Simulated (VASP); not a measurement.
# PtTe2: geometry relaxation (part 3 of 3)

The same run, continued: PtTe2 (P-3m1, 3 atoms in the cell); Kohn-Sham DFT of a periodic cell, PBE with D3(BJ), VASP PAW PBE potentials, recommended, no spin polarisation (VASP 6.6.1); cutoff 600 eV, 6×6×4 k-mesh, Gaussian smearing of 0.1 eV. The structure derives from an entry of the Crystallography Open Database.

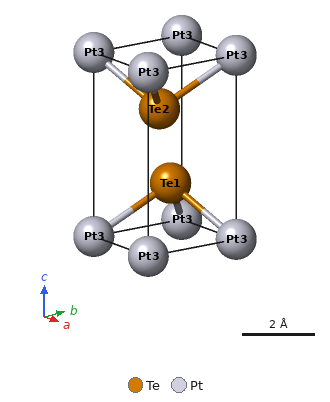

**Figure 1.** The geometry at step 5 of the log (ball-and-stick view of the cell of the calculation, seen slightly off an axis; atoms are numbered from 1 in the order of the input).

## Parts of OUTCAR, continued
```
  FORCE on cell =-STRESS in cart. coord.  units (eV):
  Direction    XX          YY          ZZ          XY          YZ          ZX
  --------------------------------------------------------------------------------------
  -------------------------------------------------------------------------------------
  Total      -0.09929    -0.09929    -0.33835     0.00000    -0.00000     0.00000
  in kB      -2.17710    -2.17710    -7.41889     0.00000    -0.00000     0.00000
  external pressure =       -3.92 kB  Pullay stress =        0.00 kB

 VOLUME and BASIS-vectors are now :
 -----------------------------------------------------------------------------
  energy-cutoff  :      600.00
  volume of cell :       73.07
      direct lattice vectors                 reciprocal lattice vectors
     4.038539666 -0.000000000  0.000000000     0.247614257  0.142960158 -0.000000000
    -2.019269833  3.497477945  0.000000000     0.000000000  0.285920316 -0.000000000
    -0.000000000  0.000000000  5.173148287    -0.000000000 -0.000000000  0.193305883

 POSITION                                       TOTAL-FORCE (eV/Angst)
 -----------------------------------------------------------------------------------
     -0.00000      2.33165      1.37288         0.000000     -0.000000     -0.055732
      2.01927      1.16583      3.80027        -0.000000      0.000000      0.055732
      0.00000      0.00000      0.00000         0.000000     -0.000000      0.000000
 -----------------------------------------------------------------------------------
    total drift:                                0.000000     -0.000000      0.000000

  FREE ENERGIE OF THE ION-ELECTRON SYSTEM (eV)
  ---------------------------------------------------
  free  energy   TOTEN  =       -15.2115784254 eV

  energy  without entropy=      -15.2069883713  energy(sigma->0) =      -15.20928340

--------------------------------------- Ionic step        9  -------------------------------------------

 number of electron      22.0000000 magnetization

------------------------ aborting loop because EDIFF is reached ----------------------------------------

 Edisp (eV)   -1.68259

 E8    (eV) :    -0.7723

  FORCE on cell =-STRESS in cart. coord.  units (eV):
  Direction    XX          YY          ZZ          XY          YZ          ZX
  --------------------------------------------------------------------------------------
  -------------------------------------------------------------------------------------
  Total      -0.18208    -0.18208    -0.33954    -0.00000     0.00000    -0.00000
  in kB      -3.99229    -3.99229    -7.44473    -0.00000     0.00000    -0.00000
  external pressure =       -5.14 kB  Pullay stress =        0.00 kB

 VOLUME and BASIS-vectors are now :
 -----------------------------------------------------------------------------
  energy-cutoff  :      600.00
  volume of cell :       73.07
      direct lattice vectors                 reciprocal lattice vectors
     4.042165207 -0.000000000  0.000000000     0.247392165  0.142831933 -0.000000000
    -2.021082603  3.500617755  0.000000000     0.000000000  0.285663866 -0.000000000
    -0.000000000  0.000000000  5.164037321    -0.000000000 -0.000000000  0.193646935

 POSITION                                       TOTAL-FORCE (eV/Angst)
 -----------------------------------------------------------------------------------
     -0.00000      2.33375      1.37225         0.000000     -0.000000     -0.075878
      2.02108      1.16687      3.79179        -0.000000      0.000000      0.075878
      0.00000      0.00000      0.00000         0.000000     -0.000000      0.000000
 -----------------------------------------------------------------------------------
    total drift:                                0.000000     -0.000000      0.000000

  FREE ENERGIE OF THE ION-ELECTRON SYSTEM (eV)
  ---------------------------------------------------
  free  energy   TOTEN  =       -15.2116922183 eV

  energy  without entropy=      -15.2070898767  energy(sigma->0) =      -15.20939105

--------------------------------------- Ionic step       10  -------------------------------------------

 number of electron      21.9999999 magnetization

 Free energy of the ion-electron system (eV)
  ---------------------------------------------------
  ext. energy  EPLUGINS =         0.00000000
  ---------------------------------------------------
  free energy    TOTEN  =       -13.51381727 eV

  energy without entropy =      -13.50934493  energy(sigma->0) =      -13.51158110

 E-fermi :   8.8860     XC(G=0): -10.6196     alpha+bet :-13.3648

 val. band max:        8.8548305480   @ k =   0.1667   0.1667   0.0000
 cond. band min:       8.9550903755   @ k =   0.5000   0.0000   0.0000
 fundamental gap:      0.1002598275
 Fermi energy:         8.8860252301

 k-point     1 :       0.0000    0.0000    0.0000
  band No.  band energies     occupation
      1      -5.2319      2.00000
      2      -1.6483      2.00000
      3       2.0889      2.00000
      4       3.1940      2.00000
      5       3.1940      2.00000
      6       5.1468      2.00000
      7       5.1468      2.00000
      8       6.1950      2.00000
      9       8.3949      2.00000
     10       8.3949      2.00000
     11       9.6858      0.00000
     12       9.6858      0.00000
     13      10.4754      0.00000
     14      11.4834      0.00000
     15      13.1085      0.00000

 k-point     2 :       0.1667    0.0000    0.0000
  band No.  band energies     occupation
      1      -4.9364      2.00000
      2      -1.8326      2.00000
      3       2.4322      2.00000
      4       3.3505      2.00000
      5       3.4440      2.00000
      6       4.8324      2.00000
      7       5.0238      2.00000
      8       5.7967      2.00000
      9       7.0071      2.00000
     10       7.5609      2.00000
     11       8.5139      2.00000
     12      10.4008      0.00000
     13      10.8237      0.00000
     14      12.7667      0.00000
     15      13.6516      0.00000

 k-point     3 :       0.3333    0.0000    0.0000
  band No.  band energies     occupation
      1      -4.1383      2.00000
      2      -2.2999      2.00000
      3       2.9781      2.00000
      4       3.4613      2.00000
      5       3.6974      2.00000
      6       4.3340      2.00000
      7       4.9291      2.00000
      8       5.3786      2.00000
      9       6.3083      2.00000
     10       6.3792      2.00000
     11       6.9625      2.00000
     12       9.7575      0.00000
     13      11.2106      0.00000
     14      12.7416      0.00000
     15      14.4253      0.00000

 k-point     4 :       0.5000    0.0000    0.0000
  band No.  band energies     occupation
      1      -3.3226      2.00000
      2      -2.8806      2.00000
      3       2.2110      2.00000
      4       3.8593      2.00000
      5       4.1127      2.00000
      6       5.1022      2.00000
      7       5.3407      2.00000
      8       5.4534      2.00000
      9       5.5106      2.00000
     10       5.5745      2.00000
     11       5.9926      2.00000
     12       8.9551      0.32870
     13      11.5214      0.00000
     14      12.8373      0.00000
     15      14.2939      0.00000

 k-point     5 :       0.1667    0.1667    0.0000
  band No.  band energies     occupation
      1      -4.3879      2.00000
      2      -2.1338      2.00000
      3       2.9975      2.00000
      4       3.6372      2.00000
      5       3.7440      2.00000
      6       3.9643      2.00000
      7       4.7134      2.00000
      8       5.4398      2.00000
      9       6.1707      2.00000
     10       6.5045      2.00000
     11       8.8548      1.34090
     12       9.5225      0.00000
     13      10.6021      0.00000
     14      12.5490      0.00000
     15      14.1407      0.00000

 [... the levels of 18 k-points are left out ...]

 k-point    24 :       0.3333    0.3333    0.5000
  band No.  band energies     occupation
      1      -2.8532      2.00000
      2      -2.8532      2.00000
      3       2.7523      2.00000
      4       2.7523      2.00000
      5       3.0468      2.00000
      6       4.5605      2.00000
      7       4.8939      2.00000
      8       4.8939      2.00000
      9       5.4207      2.00000
     10       6.1745      2.00000
     11       6.1745      2.00000
     12      11.5238      0.00000
     13      11.5238      0.00000
     14      14.7486      0.00000
     15      15.6620      0.00000

------------------------ aborting loop because EDIFF is reached ----------------------------------------

 Edisp (eV)   -1.69877

 E8    (eV) :    -0.7797

  FORCE on cell =-STRESS in cart. coord.  units (eV):
  Direction    XX          YY          ZZ          XY          YZ          ZX
  --------------------------------------------------------------------------------------
  -------------------------------------------------------------------------------------
  Total       0.11867     0.11867     0.12196     0.00000     0.00000    -0.00000
  in kB       2.62657     2.62657     2.69922     0.00000     0.00000    -0.00000
  external pressure =        2.65 kB  Pullay stress =        0.00 kB

 VOLUME and BASIS-vectors are now :
 -----------------------------------------------------------------------------
  energy-cutoff  :      600.00
  volume of cell :       72.39
      direct lattice vectors                 reciprocal lattice vectors
     4.041582834 -0.000000000  0.000000000     0.247427813  0.142852514 -0.000000000
    -2.020791417  3.500113406  0.000000000     0.000000000  0.285705028 -0.000000000
    -0.000000000  0.000000000  5.117333451    -0.000000000 -0.000000000  0.195414274

 POSITION                                       TOTAL-FORCE (eV/Angst)
 -----------------------------------------------------------------------------------
     -0.00000      2.33341      1.36133         0.000000     -0.000000     -0.008856
      2.02079      1.16670      3.75600        -0.000000      0.000000      0.008856
      0.00000      0.00000      0.00000         0.000000      0.000000      0.000000
 -----------------------------------------------------------------------------------
    total drift:                               -0.000000     -0.000000     -0.000000

  FREE ENERGIE OF THE ION-ELECTRON SYSTEM (eV)
  ---------------------------------------------------
  free  energy   TOTEN  =       -15.2125881528 eV

  energy  without entropy=      -15.2081158153  energy(sigma->0) =      -15.21035198

 reached required accuracy - stopping structural energy minimisation
```

## CONTCAR
```
Te2Pt
   1.00000000000000
     4.0415828344276399   -0.0000000000000000    0.0000000000000000
    -2.0207914172138199    3.5001134061383974    0.0000000000000000
    -0.0000000000000000    0.0000000000000001    5.1173334510540149
  Te              Pt
     2     1
Direct
     0.3333333332999970    0.6666666667000030    0.2660239378975957
     0.6666666667000030    0.3333333332999970    0.7339760621024044
     0.0000000000000000    0.0000000000000000    0.0000000000000000

  0.00000000E+00  0.00000000E+00  0.00000000E+00
  0.00000000E+00  0.00000000E+00  0.00000000E+00
  0.00000000E+00  0.00000000E+00  0.00000000E+00
```

## Trajectory as extended XYZ (Å, eV, eV/Å), 10 frames, from step=0 to step=9
```
3
Lattice="4.0100 0.0000 0.0000 -2.0050 3.4728 0.0000 0.0000 0.0000 5.2010" Properties=species:S:1:pos:R:3:forces:R:3 step=0 energy=-15.12236
Te    0.0000    2.3152    1.3002    0.0000   0.0000   1.0652
Te    2.0050    1.1576    3.9007    0.0000   0.0000  -1.0652
Pt    0.0000    0.0000    0.0000    0.0000   0.0000   0.0000
3
Lattice="4.1585 0.0000 -0.0000 -2.0793 3.6014 0.0000 0.0000 0.0000 5.3403" Properties=species:S:1:pos:R:3:forces:R:3 step=1 energy=-15.05352
Te    0.0000    2.4009    1.3878    0.0000   0.0000  -0.4808
Te    2.0793    1.2005    3.9524    0.0000   0.0000   0.4808
Pt    4.1585    0.0000    0.0000    0.0000   0.0000   0.0000
3
Lattice="4.0681 0.0000 -0.0000 -2.0341 3.5231 0.0000 0.0000 0.0000 5.2555" Properties=species:S:1:pos:R:3:forces:R:3 step=2 energy=-15.18358
Te    0.0000    2.3487    1.3350    0.0000   0.0000   0.3474
Te    2.0341    1.1744    3.9205    0.0000   0.0000  -0.3474
Pt    0.0000    0.0000    0.0000    0.0000   0.0000   0.0000
3
Lattice="4.0669 0.0000 -0.0000 -2.0334 3.5220 0.0000 0.0000 0.0000 5.2544" Properties=species:S:1:pos:R:3:forces:R:3 step=3 energy=-15.18361
Te    0.0000    2.3480    1.3343    0.0000   0.0000   0.3608
Te    2.0334    1.1740    3.9200    0.0000   0.0000  -0.3608
Pt    0.0000    0.0000    0.0000    0.0000   0.0000   0.0000
3
Lattice="4.0520 -0.0000 -0.0000 -2.0260 3.5092 0.0000 -0.0000 0.0000 5.2393" Properties=species:S:1:pos:R:3:forces:R:3 step=4 energy=-15.19776
Te    0.0000    2.3394    1.3485    0.0000   0.0000   0.2492
Te    2.0260    1.1697    3.8908    0.0000   0.0000  -0.2492
Pt    0.0000    0.0000    0.0000    0.0000   0.0000   0.0000
3
Lattice="4.0212 -0.0000 0.0000 -2.0106 3.4824 0.0000 -0.0000 0.0000 5.2081" Properties=species:S:1:pos:R:3:forces:R:3 step=5 energy=-15.20879
Te    0.0000    2.3216    1.3778    0.0000   0.0000   0.0061
Te    2.0106    1.1608    3.8303    0.0000   0.0000  -0.0061
Pt    0.0000    0.0000    0.0000    0.0000   0.0000   0.0000
3
Lattice="4.0236 -0.0000 0.0000 -2.0118 3.4846 0.0000 -0.0000 0.0000 5.2106" Properties=species:S:1:pos:R:3:forces:R:3 step=6 energy=-15.20887
Te    0.0000    2.3230    1.3755    0.0000   0.0000   0.0263
Te    2.0118    1.1615    3.8351    0.0000   0.0000  -0.0263
Pt    0.0000    0.0000    0.0000    0.0000   0.0000   0.0000
3
Lattice="4.0385 -0.0000 0.0000 -2.0193 3.4975 0.0000 -0.0000 0.0000 5.1731" Properties=species:S:1:pos:R:3:forces:R:3 step=7 energy=-15.21158
Te    0.0000    2.3317    1.3729    0.0000   0.0000  -0.0557
Te    2.0193    1.1658    3.8003    0.0000   0.0000   0.0557
Pt    0.0000    0.0000    0.0000    0.0000   0.0000   0.0000
3
Lattice="4.0422 -0.0000 0.0000 -2.0211 3.5006 0.0000 -0.0000 0.0000 5.1640" Properties=species:S:1:pos:R:3:forces:R:3 step=8 energy=-15.21169
Te    0.0000    2.3337    1.3722    0.0000   0.0000  -0.0759
Te    2.0211    1.1669    3.7918    0.0000   0.0000   0.0759
Pt    0.0000    0.0000    0.0000    0.0000   0.0000   0.0000
3
Lattice="4.0416 -0.0000 0.0000 -2.0208 3.5001 0.0000 -0.0000 0.0000 5.1173" Properties=species:S:1:pos:R:3:forces:R:3 step=9 energy=-15.21259
Te    0.0000    2.3334    1.3613    0.0000   0.0000  -0.0089
Te    2.0208    1.1667    3.7560    0.0000   0.0000   0.0089
Pt    0.0000    0.0000    0.0000    0.0000   0.0000   0.0000
```

This output came from the following input.

## INCAR
```
SYSTEM = Te2Pt
  PREC = Accurate
  ENCUT = 600
  EDIFF = 1E-7
  ISMEAR = 0
  SIGMA = 0.1
  LREAL = .FALSE.
  LASPH = .TRUE.
  NELM = 100
  ALGO = Fast
  ISIF = 3
  LWAVE = .FALSE.
  LCHARG = .FALSE.
  GGA = PE
  IVDW = 12
  IBRION = 2
  NSW = 100
  EDIFFG = -0.05
```

## KPOINTS
```
Automatic mesh
0
G
  6 6 4
  0 0 0
```

## POSCAR
```
Te2Pt
1.0
    4.0100000000      0.0000000000      0.0000000000
   -2.0050000000      3.4727618692      0.0000000000
    0.0000000000      0.0000000000      5.2010000000
Te Pt
2 1
Direct
    0.3333333333      0.6666666667      0.2500000000
    0.6666666667      0.3333333333      0.7500000000
    0.0000000000      0.0000000000      0.0000000000
```

Launched with:
```bash
cat potpaw_PBE.64/Te/POTCAR potpaw_PBE.64/Pt/POTCAR > POTCAR
mpirun -np 1 vasp_std > vasp.out
```

## Key numbers

- outcome: converged
- space group (tolerance 0.01 Å): P-3m1 (164)
- electrons treated: 22
- free energy: −15.2126 eV
- dispersion energy: −1.6988 eV
- gap on the k-point mesh: none (metallic)
- pressure: 0.27 GPa
- final volume: 72.39 Å³
- largest force (length of the vector) at the end: 0.009 eV/Å
- final cell: a = 4.042 Å, b = 4.042 Å, c = 5.117 Å, α = 90.00°, β = 90.00°, γ = 120.00°
- hardware: 1 thread of Intel Xeon (Sapphire Rapids), 176 GiB of memory available, shared host
- wall time: 3.9 min
- peak memory: 0.23 GiB

## Remarks

Spin–orbit coupling is left out, which matters for Pt.
